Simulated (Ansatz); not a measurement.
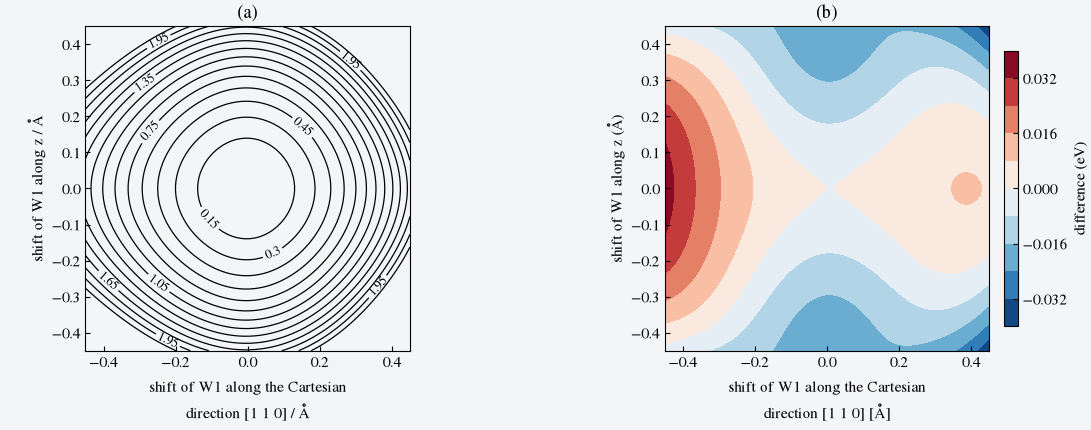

WC (P-6m2, No. 187; 2 atoms in the cell). Atom W1 is moved over a plane while all other atoms and the cell stay fixed (its periodic images move with it) (x along [1 0 0], y along [1 2 0], z along [0 0 1] of the conventional cell). Coordinates scanned: (1) shift of W1 along the Cartesian direction [1 1 0]; (2) shift of W1 along z. Grid: 5 × 5 points; 15 points were computed and 10 follow by symmetry. Points are written as (first, second). Energies: eV per cell, counted from each map's own lowest point. The reference cell is the one listed in the database, not relaxed at this level. The calculation used DFT PBE, scalar-relativistic, plane waves, PAW in Ansatz. Settings: cutoff 420 eV, k-mesh 18×18×16 in the order of the run's cell vectors, gaussian smearing 0.15 eV, no spin polarisation.

Panel (a): Ansatz 0.2.0, DFT PBE, scalar-relativistic, plane waves, PAW. Panel (b): the map at Ansatz 0.2.0, DFT r2SCAN, scalar-relativistic, plane waves, PAW less the map of (a), each from its own lowest point.

**How does the change of method alter the landscape?**

The difference runs from −0.039 eV at (0.450 Å, −0.450 Å) to 0.036 eV at (−0.450 Å, 0.000 Å).
